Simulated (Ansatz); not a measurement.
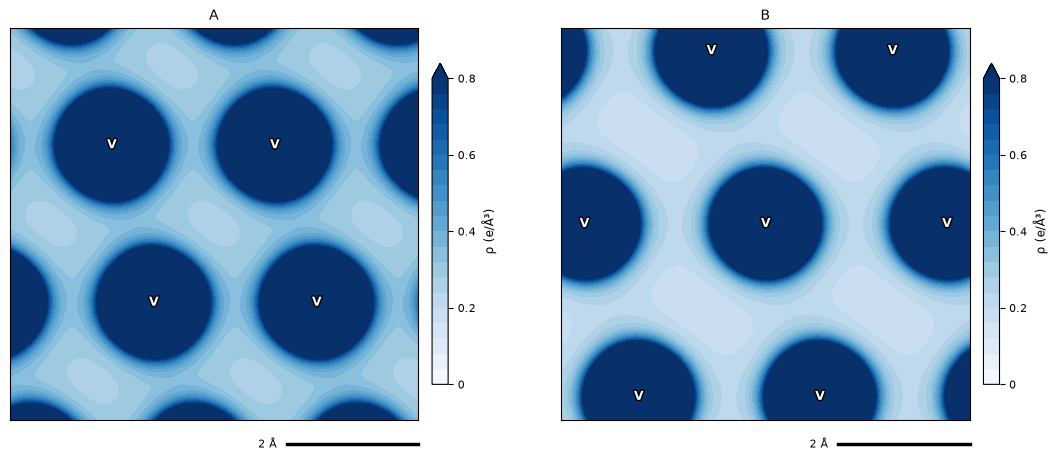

V. The valence charge density (pseudo) of two cells that differ in size and shape, on the (001) plane of each (indices in the axes of the calculation cell), at one length scale and on one colour scale: B has 16.2 Å³ an atom and A 11.7.

Space group I4/mmm; computed without spin polarisation.

Level of theory: Ansatz 0.2.0, DFT PBE, scalar-relativistic, plane waves, PAW.

In a PAW calculation such maps are meaningful between the atoms, not at the nuclei.

### What changes from the larger cell to the smaller?

From the larger cell to the smaller, V–V goes from 2.76 to 2.48 Å, and the density at its midpoint from 0.23 to 0.35 e/Å³; the pressure goes from −23 to 33 GPa.
